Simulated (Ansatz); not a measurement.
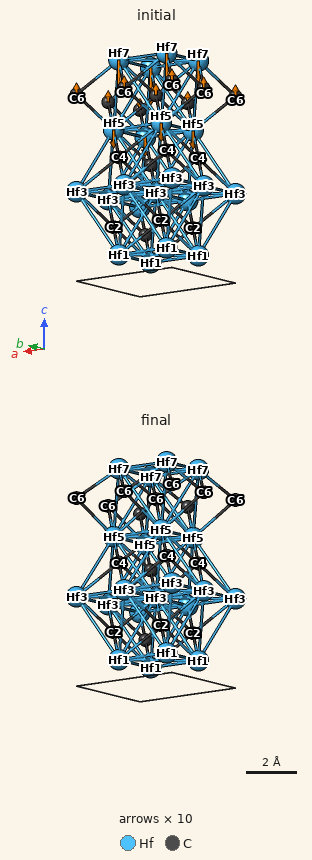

The structure of a slab of composition Hf₄C₃ (cut from the Fm-3m phase) before (top) and after (bottom) a constrained relaxation, at one scale. The orange arrows give the displacements, magnified 10 times.

Style: ball-and-stick. Shown: the 2 × 2 repeat of the cell, outlined in the plane, without the vacuum, from a free direction.

Case: clean slab, lower half held. The slab is the (1 1 1) face of HfC. 3 atoms are held fixed.

Level of theory: DFT PBEsol, scalar-relativistic, plane waves, PAW in Ansatz 0.2.0. (plane-wave cutoff 420 eV; k-point mesh 9 × 9 × 1; occupations gaussian; smearing width 0.1 eV; no spin polarisation; dipole correction; atoms relaxed in a fixed cell; force threshold 0.03 eV/Å; at most 70 steps)

### What changed between the two?

Over 4 accepted moves (5 points after the start) the energy falls by 0.215 eV per cell of the calculation. Largest force component: 1.8 eV/Å at the start, 0.0048 eV/Å at the end. 1 step only repeated the SCF at the same geometry. The atom that moves furthest is Hf7 (0.16 Å along the normal (−c)). Largest moves by element: Hf 0.16 Å, C 0.05 Å. The cell doesn't change. Some distances before and after: C6–Hf7 2.304 → 2.190 Å, Hf5–C6 2.304 → 2.382 Å, Hf3–Hf5 3.258 → 3.193 Å, C4–Hf5 2.304 → 2.263 Å. Bond angles that change, for instance: Hf5–C6–Hf7 180.0° → 173.0°, Hf7–C6–Hf7 90.0° → 96.1°, Hf5–C6–Hf5 90.0° → 86.3°. The run may lie on a higher electronic state than the lowest, so the end point isn't shown to be the ground-state structure.
